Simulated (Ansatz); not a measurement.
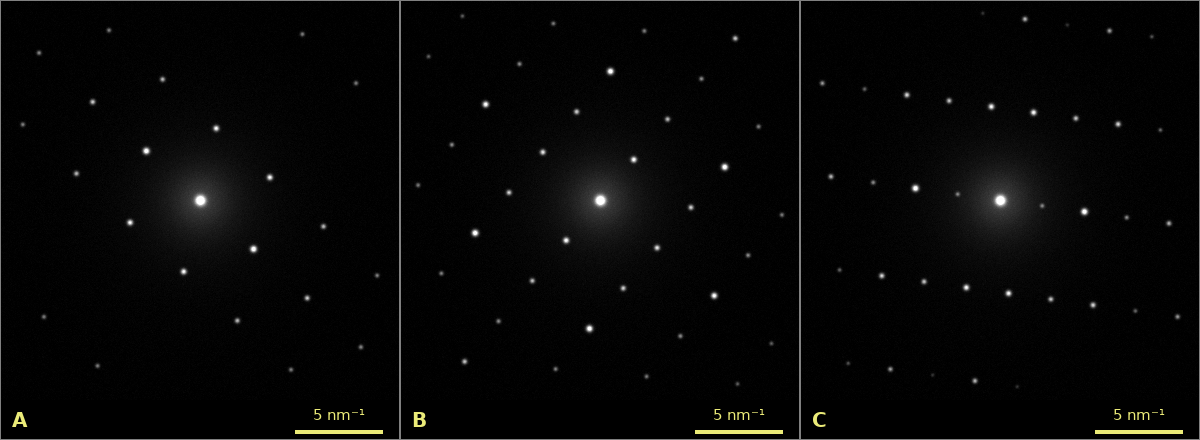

Kinematic electron diffraction patterns (300 kV, B = 0.5 Å², same scale, each along a low-index zone) of three structures of composition Rh, each relaxed at zero pressure with Ansatz 0.2.0, DFT PBE, scalar-relativistic, plane waves, PAW.

The structures (standard cells):
1. I4_1/amd (No. 141), a = 4.786 Å, c = 2.724 Å, 4 atoms; generated start, possibly hypothetical
2. Cmcm (No. 63), a = 2.684 Å, b = 8.155 Å, c = 2.704 Å, 4 atoms; generated start, possibly hypothetical
3. Pm-3n (No. 223), a = 4.668 Å, 6 atoms; generated start, possibly hypothetical

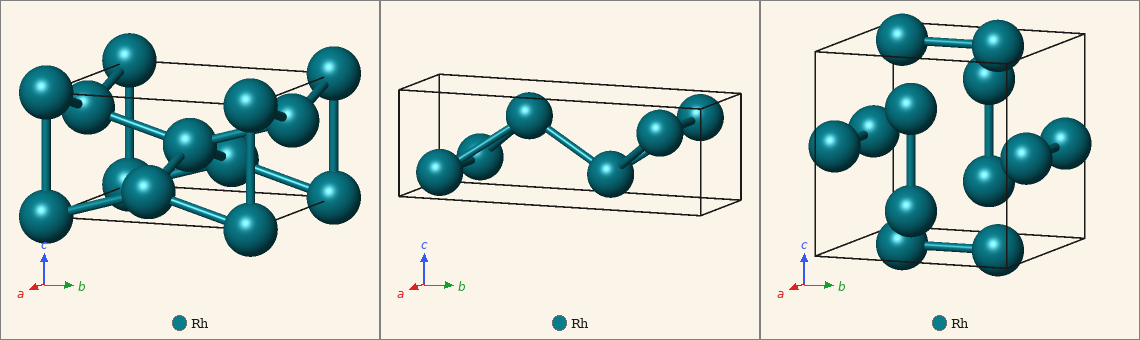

Drawings of the structures 1 to 3, from left to right (each may span several cells).

Question: Which pattern belongs to which structure, and along which zone?

Answer: A is structure 1 along [100] or an equivalent direction: centred rectangular net (close to hexagonal) of 0 2 0 at d = 2.39 Å and 0 1 1 at d = 2.37 Å, 60.4° apart (some points of this net are extinct or too weak to see). B is structure 3 along [110] or an equivalent direction: rectangular net of 1 -1 0 at d = 3.30 Å and 0 0 2 at d = 2.33 Å, 90.0° apart (some points of this net are extinct or too weak to see). C is structure 2 along [101] or an equivalent direction: centred rectangular net of 0 2 0 at d = 4.08 Å and 1 1 -1 at d = 1.85 Å, 76.9° apart.

Question: Which structure lies lowest at this level of theory, and by how much?

Answer: Structure 2 (Cmcm, 14.79 Å³ an atom) is the lowest of these; structure 1 (I4_1/amd, 15.60 Å³ an atom) lies about 340 meV an atom higher; structure 3 (Pm-3n, 16.95 Å³ an atom) lies about 570 meV an atom higher. These are static energies at 0 K; other structures, not shown, may lie lower still.
